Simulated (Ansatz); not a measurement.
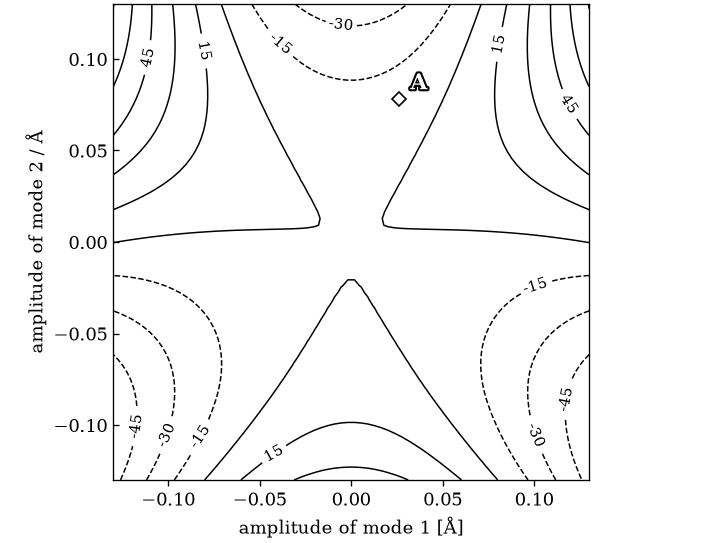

Pt (P6_3/mmc, No. 194; 4 atoms in the cell). The energy is mapped over two normal modes frozen in (zone-centre modes of the 4-atom cell of this scan, which folds in the wave vector (0, 0, 1/2) of the primitive cell). The first coordinate is: amplitude of mode 1 (16i cm⁻¹), largest displacement; the second: amplitude of mode 2 (16i cm⁻¹), largest displacement. Nothing is relaxed (the cell and all other modes fixed). The scan uses an 11 × 11 grid; 66 points were computed and 55 follow by symmetry. Points are written as (first, second). Energies: meV per cell, counted from the relaxed high-symmetry cell. These are results of Ansatz, DFT LDA, scalar-relativistic, plane waves, PAW, not measurements. Settings: cutoff 420 eV, k-mesh 18×18×6 in the order of the run's cell vectors, gaussian smearing 0.15 eV, no spin polarisation.

In the figure: contour lines labelled in meV, the point A. Between grid points the surface is interpolated.

Is A at rest? If not, where is it pushed?

Answer. A, at (0.026 Å, 0.078 Å), is not a stationary point. The computed force is 230 meV for each Å towards smaller values of the first coordinate and 310 meV for each Å towards larger values of the second coordinate.

PAW datasets: the set soft_1.
